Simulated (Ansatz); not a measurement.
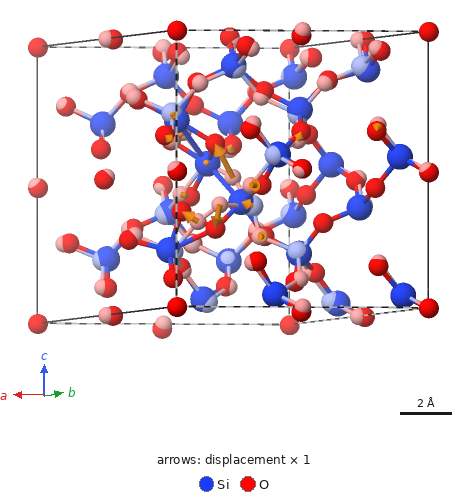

A relaxation of a defect cell of composition Si24O49 (cell charge −2). The starting structure is drawn faded, the final one solid; orange arrows show the displacements, at their true length.

The picture is a ball-and-stick view of the cell of the calculation (origin shifted), seen from a free direction.

All numbers below come from DFT, PBEsol, PAW, plane waves in Ansatz. Settings: plane-wave cutoff 420 eV; k-point mesh 1 × 1 × 1; mesh shifted by (0.25, 0.25, 0.25); no spin polarisation; atoms relaxed in a fixed cell; force threshold 0.03 eV/Å; at most 80 steps.

### Atoms of which element are displaced furthest, and by how much?

Oxygen: up to 1.65 Å, against 0.52 Å for silicon.

### Describe the change and its energy.

An O atom moves most: 1.65 Å along [3 2 3]. Largest moves by element: O 1.65 Å, Si 0.52 Å. The lattice vectors keep their values. Among the contacts that change: O–Si 3.556 → 1.764 Å, O–Si 1.442 → 2.512 Å, O–O 1.569 → 2.523 Å, O–Si 2.695 → 2.040 Å. New bonds form, among them: O–Si (2.20 → 1.68 Å), O–Si (3.56 → 1.76 Å), Si–Si (2.99 → 2.48 Å). Bonds break, among them: O–Si (1.44 → 2.51 Å). Among the angles between lasting bonds that change: Si–O–O 167.4° → 80.5°, Si–O–Si 143.3° → 97.7°, O–Si–O 108.0° → 151.5°. Over 37 geometry steps the energy falls by 17.991 eV per cell of the calculation. The largest force component goes from 36 to 0.023 eV/Å.

Limits of the set-up: the cell is charged, on a uniform background, and energies carry no finite-size correction.
